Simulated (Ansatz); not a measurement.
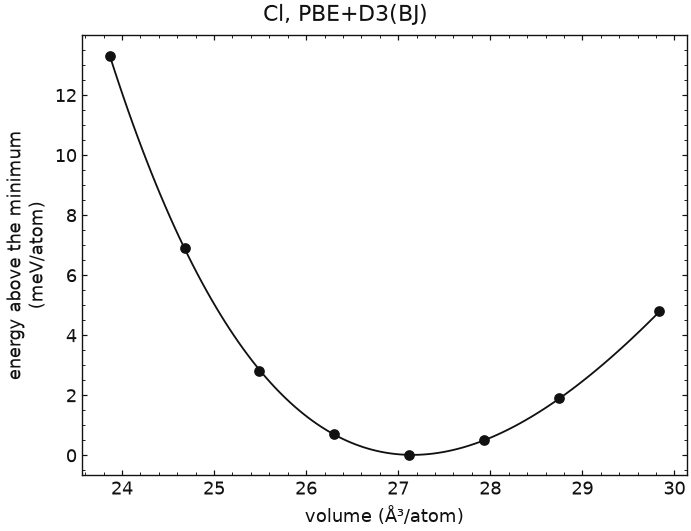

The plot gives the computed energy above the minimum against volume for Cl, space group Cmce (No. 64).

Structure:
```yaml
crystal:
  lattice:
    - [3.29222, -2.03432, 0.00000]
    - [3.29222, 2.03432, 0.00000]
    - [0.00000, 0.00000, 8.09877]
  atoms:
    - { symbol: Cl, position: [0.87565, 0.12435, 0.10880] }
    - { symbol: Cl, position: [0.62435, 0.37565, 0.60880] }
    - { symbol: Cl, position: [0.12435, 0.87565, 0.89120] }
    - { symbol: Cl, position: [0.37565, 0.62435, 0.39120] }
```

Calculation (Ansatz 0.2.0): third-order Birch-Murnaghan fit to density functional energies at scaled volumes of the given relaxed cell, shape and atoms relaxed at each volume; energies count from the fitted minimum; plane waves with PAW datasets, Γ-centred k mesh. Level: PBE with D3(BJ), no spin polarisation.

- wave cutoff: 420 eV
- k mesh: 8×8×4
- occupations: Gaussian
- smearing width: 0.02 eV

From this curve and the settings, what does the calculation give for the pressure and gap on the k mesh at the same points?

The pressure falls from 1.55 GPa at volume 23.866 Å³/atom to −0.49 GPa at 29.833 Å³/atom, and changes sign near 27.2 Å³/atom. The gap on the k mesh stays open and runs from 2.149 eV at volume 23.866 Å³/atom to 2.244 eV at 29.833 Å³/atom.

```tsv
volume (Å³/atom)	pressure (GPa)	gap on the k mesh (eV)
23.866	1.55	2.149
24.680	1.02	2.158
25.493	0.60	2.167
26.307	0.27	2.178
27.121	0.01	2.191
27.934	-0.19	2.206
28.748	-0.34	2.222
29.833	-0.49	2.244
```

Keep in mind: lies under the reference phase in this functional.
